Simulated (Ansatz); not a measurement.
# NiSi2/Si/CoSi2: predicting the conductance of a thicker barrier

How it was computed: Ansatz 0.2.0, plane waves with PAW datasets, PBE. Interfaces are relaxed in a short slab (with D3(BJ) where the barrier is layered), set between ideal electrode layers that go on as semi-infinite leads, and the zero-bias conductance G at 300 K comes from T(E) on a typed mesh. The error is the largest of the program's estimates from energy step, mesh, the leads' potential steps and neutrality; its separate bound for narrow resonances between the energies solved isn't counted and can be far larger. The lower electrode is NiSi2 (fluorite 111), the upper CoSi2 (fluorite 111) and the barrier Si (diamond 111), on a net of side 3.84 Å; d is the distance between the electrodes' last planes.

The runs shown:

```tsv
planes in the barrier	d (Å)	G (S/m²)	error (%)	lead step (meV)
4	8.70	8.68e13	14	9
6	11.87	4.28e13	15	9
8	15.04	2.05e13	21	9
12	21.38	5.68e12	63	9
```

**Question.** A further run has 14 planes, d = 24.54 Å. Fit G ∝ exp(−βd) to the rows shown and predict its conductance.

Working: Take y = ln G: 32.09, 31.39, 30.65 and 29.37. The means are d = 14.25 Å and y = 30.88; Σ(Δd Δy) = −18.91 and Σ(Δd)² = 87.93, so the slope is −0.215 Å⁻¹ (β = 0.215 Å⁻¹). At d = 24.54 Å, y = 30.88 − 0.215 × 10.29 = 28.66, or G = 2.80e12 S/m².

What the calculation gave: The run gave 3.12e12 S/m², with an error estimate of 82 % and a lead step of 9 meV. The prediction is 0.9 times that, too low by 10 %. That lies within the runs' own error estimates, carried through the fit.

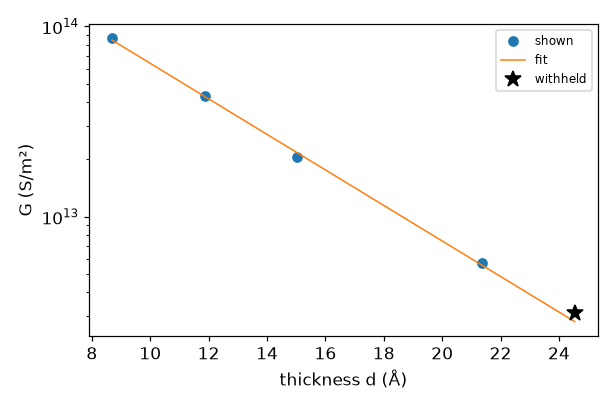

Fit and withheld run.

Caveats: The interfaces are ideal, one cell wide, strained to a common net and relaxed from one registry with their symmetry kept. PBE's gaps are too small, so true decay constants are likely larger where the Fermi level lies deep in a gap. No spin-orbit coupling, phonons, disorder or image charges enter. The rows shown are chosen by tests on error estimates (under 100 to 120 %), lead steps (under 150 meV, though the program warns over 25), intact interfaces and, for fits, a steady trend in the rows shown; the data set holds 414 series of this kind, and not all pass.

[Logs are printed without paths, hosts, clocks, repeated set-up lines and the standing remarks that a program may print on its own settings, such as how far it seeks lower states.]
